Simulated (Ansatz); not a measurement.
## Electronic structure of PtS₂ in real space

The calculation's input:

```
crystal:
  lattice:
    - [3.5431994758, 0.0, 0.0]
    - [-1.7715997379, 3.0685007567, 0.0]
    - [0.0, 0.0, 5.0388]
  atoms:
    - { symbol: Pt, position: [0.0, 0.0, 0.0] }
    - { symbol: S, position: [0.3333333333, 0.6666666667, 0.25] }
    - { symbol: S, position: [0.6666666667, 0.3333333333, 0.75] }
basis:
  ecutwfc: 420
kpoints:
  mp_grid: { grid: [12, 12, 8] }
hamiltonian:
  xc: pbesol
scf:
  occupations: { method: gaussian, width: 0.02 }
output:
  forces: true
  stress: true
  eigenvalues: true
  write_density: true
  write_potential: true
  elf: true
  volumetric_format: npy
relax:
  adjacent_minimum: "off"
  f_tol: 0.005
  max_steps: 80
  cell: { stress_tol: 0.05 }
```

Command:

```sh
ansatz run input.yaml --threads 1 --pin off --max-ram 1228MiB --backend cpu --events-out ev --progress --plain --runs-dir out
```

Below, planes, directions and counts refer to the conventional cell (a = 3.57 Å, b = 3.57 Å, c = 4.77 Å, α = 90.00°, β = 90.00°, γ = 120.00°).

The fields are those of the run's last geometry, not of the input's.

Space group P-3m1.

These are results of DFT PBEsol, scalar-relativistic, plane waves, PAW in Ansatz, not measurements.

In a PAW calculation such maps are meaningful between the atoms, not at the nuclei.

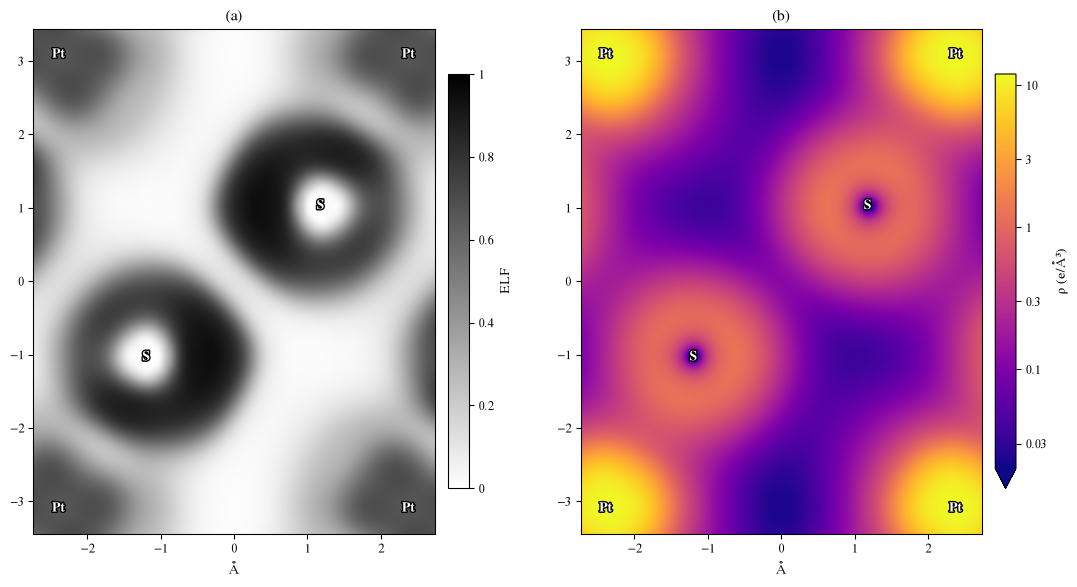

Figure 1. (a) ELF; (b) valence charge density (pseudo) on the (110) plane of the conventional cell.

> Describe what can be read from this map.

The section cuts through Pt and S sites. Pt–S (2.38 Å): the density is about 0.68 e/Å³ at the midpoint; the ELF peaks at about 0.90 in the valence shell of S, 0.8 Å from its nucleus, and is about 0.45 at the midpoint. Between the atoms the lowest density in this plane is 0.02 e/Å³. The features right at Pt lie inside the PAW spheres, where the map follows smoothed inner orbitals and isn't to be read closely.

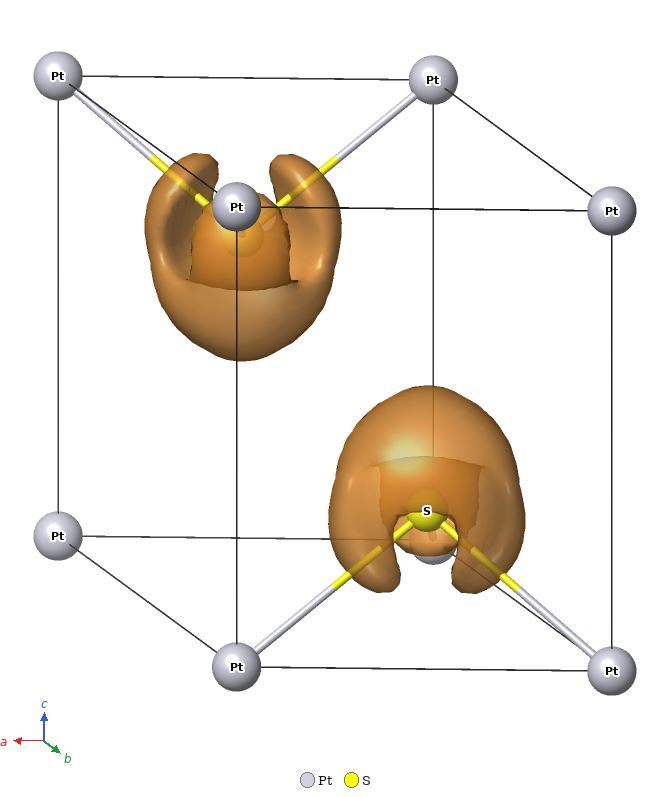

Figure 2. Isosurface of the ELF at 0.8 (orange), seen at an oblique angle. Only the valence region is drawn (cores and ρ < 0.01 e/Å³ removed). Sticks mark near contacts.

> What do the ELF domains correspond to?

The ELF exceeds this value in two regions wrapped around S (the valence shell of each), counted in one cell of 3 atoms. Regions shared between cells count once.
